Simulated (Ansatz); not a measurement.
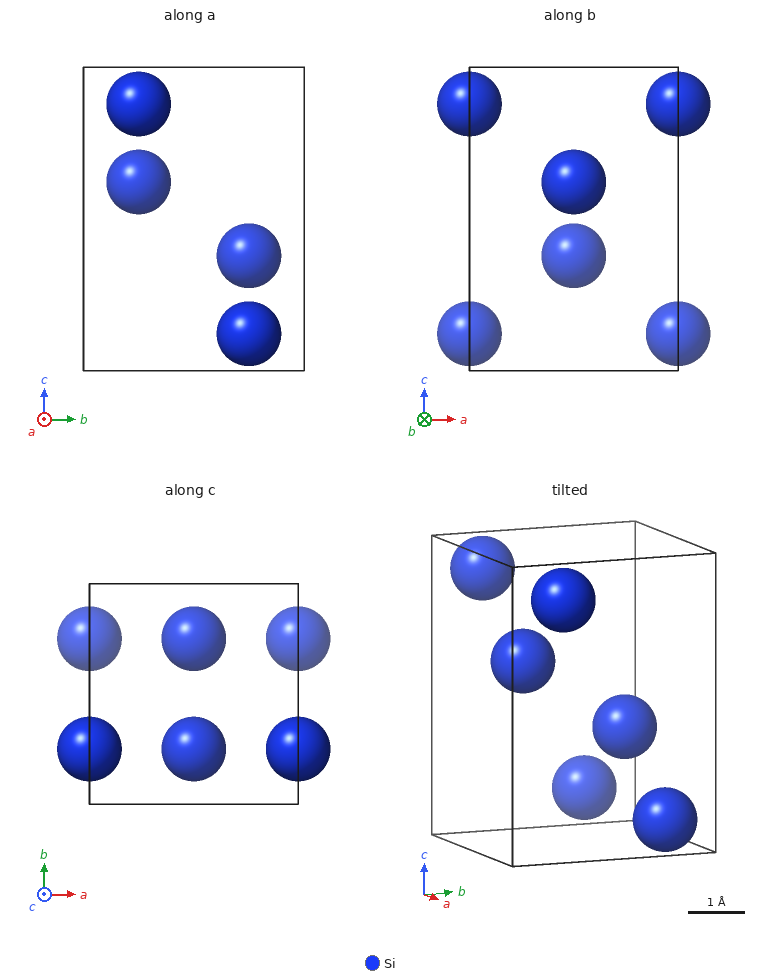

Spheres-only representation of a periodic structure, projected along the a axis, along the b axis, along the c axis and slightly off an axis. The wireframe shows the conventional unit cell.

Lattice parameters: a = 3.742 Å, b = 3.957 Å, c = 5.444 Å, α = 90.00°, β = 90.00°, γ = 90.00°. Put a along x and b in the xy plane.

> Convert the drawing into a POSCAR file, with free fractional coordinates to two decimals.

```
Si
1.0
     3.742    0.000    0.000
     0.000    3.957    0.000
     0.000    0.000    5.444
Si
4
Direct
  0.00 0.75 0.12
  0.50 0.75 0.38
  0.50 0.25 0.62
  0.00 0.25 0.88
```

The structure comes from a structure type filled with this element by a generator (whether the element takes this form wasn't checked). The cell was then strained or its atoms displaced on purpose. A calculation with Ansatz used it as input.
